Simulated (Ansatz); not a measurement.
## Run report: C24Cl, single-point calculation (part 3 of 3)

The same run, continued: C24Cl (slab, 25 atoms in the cell); DFT PBE+D3(BJ), scalar-relativistic, plane waves, PAW, PAW set soft_1, spin-polarised (Ansatz 0.2.0); cutoff 420 eV, 6×4×1 k-mesh, Gaussian smearing of 0.05 eV, collinear spins. The structure derives from an entry of the Crystallography Open Database.

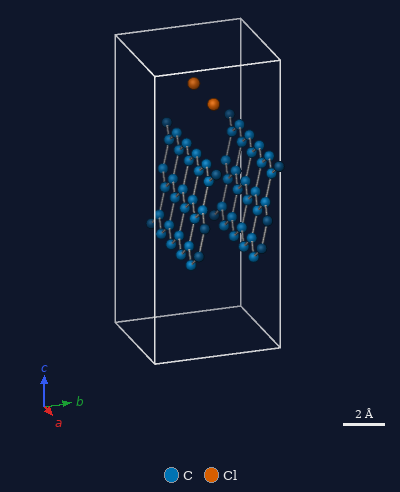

The structure (ball-and-stick view of the 2 × 1 repeat of the cell, with the vacuum cut short, seen slightly off an axis; neighbours outside the cell are drawn fainter). An atom can appear more than once, as a periodic image.

What the program printed, continued
```
--- Forces (eV/Å), atoms counted from 1 ---
  atom   1  C      0.00166473     0.51842408     2.55569099
  atom   2  C     -0.02939264     0.52957260     2.61670743
  atom   3  C     -0.00193012     0.52066465     2.56746600
  atom   4  C      0.02959024     0.53029940     2.61582438
  atom   5  C      0.00292739    -0.74374894    -3.55274448
  atom   6  C     -0.00023705    -0.76237542    -3.64782882
  atom   7  C     -0.00383218    -0.74572550    -3.56141707
  atom   8  C      0.00001021    -0.73322838    -3.50205572
  atom   9  C     -0.00832494     0.24927636     1.10022457
  atom  10  C      0.00180186     0.25441524     1.11343393
  atom  11  C      0.01154598     0.24502438     1.08399632
  atom  12  C      0.00059177     0.21421608     0.93939383
  atom  13  C      0.03069853     0.10126827     0.51440613
  atom  14  C      0.01340225     0.10769114     0.47765450
  atom  15  C     -0.04803949     0.08131631     0.42281927
  atom  16  C     -0.01597378     0.10986845     0.48018384
  atom  17  C     -0.01130657    -0.06115999    -0.19958101
  atom  18  C     -0.00794997    -0.08827285    -0.35952527
  atom  19  C      0.03622238    -0.01103769     0.03429948
  atom  20  C      0.01148925    -0.08689939    -0.35955057
  atom  21  C      0.27489545    -0.00834027     0.03992578
  atom  22  C     -0.00527711    -0.04126218    -0.18187011
  atom  23  C     -0.41635470     0.04375528     0.28211701
  atom  24  C      0.00024462    -0.03288516    -0.07517627
  atom  25  Cl     0.13351713    -0.19087901    -1.40445217
  max |Σ_I F_I| component: 5.80e-5 eV/Å
--- Band table (eV; the first three rows and the last of 28) ---
  k-point 0 ↑: bands = ["-21.4904", "-21.1899", "-19.9216", "-19.6098", "-17.6170", "-17.3583", "-17.2693", "-17.1843", "-17.1354", "-17.0004", "-15.6628", "-15.6089", "-15.5458", "-15.2779", "-15.2118", "-13.8059", "-13.7119", "-13.6626", "-13.5091", "-13.2123", "-12.9958", "-10.1681", "-10.0612", "-9.9546", "-9.7013", "-9.5212", "-9.2177", "-8.9327", "-8.6709", "-8.4915", "-8.4660", "-8.3267", "-7.6638", "-7.4679", "-6.9294", "-6.3144", "-6.2478", "-6.1309", "-5.2510", "-5.1523", "-5.0596", "-4.9089", "-4.9007", "-4.6305", "-4.5596", "-4.4977", "-4.2884", "-3.8580", "-3.7605", "-3.0117", "-2.9946", "-2.7703", "-2.7093", "-2.0817", "-1.7655", "-1.5168", "-1.4389", "-0.9905", "-0.3185", "-0.2685", "0.1670", "0.2143", "0.6381", "1.4258", "2.3252", "2.8459", "3.7419", "3.9119", "4.1469", "4.3830", "5.1094", "5.1171", "5.2795", "5.4395", "5.4552", "5.6952", "6.0378"]
  k-point 1 ↑: bands = ["-21.4574", "-21.2276", "-19.9006", "-19.6331", "-17.6035", "-17.3715", "-17.2836", "-17.2263", "-17.0922", "-16.9852", "-15.6677", "-15.6363", "-15.5162", "-15.2706", "-15.2115", "-13.8109", "-13.7327", "-13.6418", "-13.5041", "-13.2068", "-12.9998", "-10.0616", "-9.9548", "-9.9492", "-9.7019", "-9.5217", "-9.2136", "-8.9281", "-8.6719", "-8.6694", "-8.4931", "-8.2690", "-7.6630", "-7.4688", "-7.1838", "-6.2472", "-6.1649", "-6.1316", "-5.3960", "-5.1655", "-5.1210", "-5.0685", "-5.0148", "-4.6109", "-4.4315", "-4.3914", "-4.3031", "-3.8485", "-3.7667", "-3.0118", "-3.0009", "-2.7456", "-2.6934", "-2.0241", "-1.7657", "-1.4931", "-1.3964", "-0.9998", "-0.2959", "-0.2473", "0.2367", "0.2874", "0.7771", "1.3645", "2.5167", "3.4120", "3.6471", "4.1384", "4.2918", "4.3981", "4.7057", "5.1434", "5.1674", "5.4191", "5.6128", "5.8154", "5.9873"]
  k-point 2 ↑: bands = ["-21.4069", "-21.2828", "-19.8751", "-19.6610", "-17.5883", "-17.3864", "-17.2968", "-17.2503", "-17.0671", "-16.9712", "-15.6725", "-15.6540", "-15.4963", "-15.2635", "-15.2112", "-13.8159", "-13.7465", "-13.6280", "-13.4993", "-13.2010", "-13.0040", "-10.0619", "-9.9551", "-9.7024", "-9.5221", "-9.4151", "-9.3322", "-9.1910", "-8.9220", "-8.6680", "-8.4948", "-7.8500", "-7.6727", "-7.6622", "-7.4696", "-6.2465", "-6.1323", "-5.8652", "-5.6939", "-5.2276", "-5.2227", "-5.1262", "-5.0300", "-4.5945", "-4.3694", "-4.3377", "-4.3195", "-3.8381", "-3.7742", "-3.0125", "-3.0066", "-2.7129", "-2.6632", "-1.9787", "-1.7660", "-1.4697", "-1.3632", "-1.0100", "-0.2492", "-0.2050", "0.2898", "0.3439", "1.0296", "1.1847", "3.0306", "3.0473", "4.2191", "4.3653", "4.6718", "4.7109", "5.0574", "5.0669", "5.1277", "5.1771", "5.2650", "5.3448", "5.9051"]
  k-point 13 ↓: bands = ["-20.3103", "-20.2830", "-20.1197", "-20.1007", "-18.7605", "-18.6779", "-18.5859", "-18.5136", "-16.4201", "-16.3619", "-16.2923", "-16.2456", "-14.9272", "-12.6964", "-12.6359", "-12.6299", "-12.5640", "-11.4936", "-11.4691", "-11.4612", "-11.4491", "-10.8924", "-10.8441", "-10.8166", "-10.7734", "-9.2013", "-9.1937", "-9.1408", "-9.1356", "-8.6264", "-8.6070", "-8.5938", "-8.5547", "-8.5441", "-8.4596", "-7.3965", "-7.3855", "-6.9258", "-6.8614", "-5.9272", "-5.8633", "-4.6837", "-4.6347", "-4.1161", "-4.0082", "-3.9335", "-3.8716", "-3.8645", "-2.8538", "-2.8311", "-2.4177", "-1.9126", "-1.9019", "-1.6754", "-1.6514", "-1.5161", "0.2887", "0.3460", "0.4164", "0.4953", "2.7447", "2.8430", "3.0385", "3.1562", "4.4553", "4.4591", "4.7532", "4.7627", "4.8949", "4.9114", "5.0866", "5.1213", "5.5624", "5.7401", "5.8640", "5.8859", "5.9357"]
--- Löwdin populations: 25 sites ---
  site symbol       q [e]    m [muB]
     0      C      3.9286     1.2158
     1      C      3.9189     1.2310
     2      C      3.9259     1.2224
     3      C      3.9190     1.2309
     4      C      3.9903    -0.1344
     5      C      3.9882    -0.1309
     6      C      3.9904    -0.1347
     7      C      3.9882    -0.1258
     8      C      3.9714     0.1557
     9      C      3.9684     0.1241
    10      C      3.9712     0.1538
    11      C      3.9688     0.1558
    12      C      3.9561    -0.1605
    13      C      3.9508    -0.0835
    14      C      3.9565    -0.1684
    15      C      3.9508    -0.0835
    16      C      3.9828     0.1331
    17      C      3.9901     0.0444
    18      C      3.9881     0.1308
    19      C      3.9899     0.0444
    20      C      3.8761    -1.0254
    21      C      3.8418     0.7982
    22      C      3.8763    -0.8934
    23      C      3.8444    -0.9955
    24     Cl      7.2274     0.2716
  spilling = 0.010094 (of n_electrons = 103.000000)
```

Results in brief

| quantity | value |
| --- | --- |
| outcome | converged |
| electrons treated | 103 |
| free energy | −7080.4030 eV |
| work function, top face | 7.51 eV |
| work function, bottom face | 5.14 eV |
| Fermi energy | −2.410 eV |
| gap on the k-point mesh | none (metallic) |
| net moment of the cell | 3.00 μB |
| integrated absolute moment | 9.97 μB |
| work function (upper face) | 7.51 eV |
| largest force (length of the vector) | 3.727 eV/Å |
| hardware | 4 threads of Arm Neoverse V2, 24 GiB of memory available, shared host |
| wall time | 1.7 min (CPU time 6.6 min) |
| peak memory | 2.1 GiB |

Warnings of the run: the exchange-correlation potential is rough where the density is thin.
